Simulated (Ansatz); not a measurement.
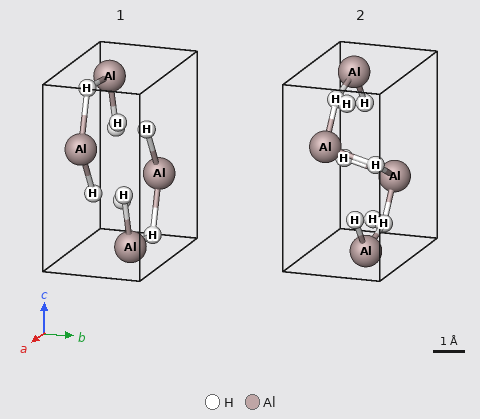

Two geometries of solid AlH$_{2}$ (a generated structure, set up in Pnma), drawn at one scale. One is the start of a relaxation, the other its converged end. Style: ball-and-stick. Shown: the cell of the calculation, slightly off an axis.

The calculation used DFT, PAW plane waves, r2SCAN (Ansatz 0.2.0). Set-up: plane-wave cutoff 500 eV; k-point mesh 4 × 6 × 3; occupations methfessel paxton; smearing width 0.0293 eV; no spin polarisation; atoms relaxed in a fixed cell; at most 80 steps.

Q: Which of the two is the end point?

A: Structure 2 is the relaxed one. The start is a swapped structure. Over 14 accepted moves (15 points after the start) the energy falls by 226 meV per atom. Largest force component: 0.45 eV/Å at the start, 0.0021 eV/Å at the end. The line search rejected the trial step at point 13 of the run. The largest moves, 1.41 Å, are those of H atoms. Largest moves by element: H 1.41 Å, Al 0.44 Å. The lattice vectors keep their values. Some distances before and after: Al–H 2.413 → 1.773 Å, Al–H 2.133 → 1.785 Å, Al–H 2.028 → 1.695 Å, Al–H 2.180 → 2.021 Å. New bonds form: Al–H (2.41 → 1.77 Å). The space group stays Pnma (No. 62). The run took about 4 core-minutes on a shared host.
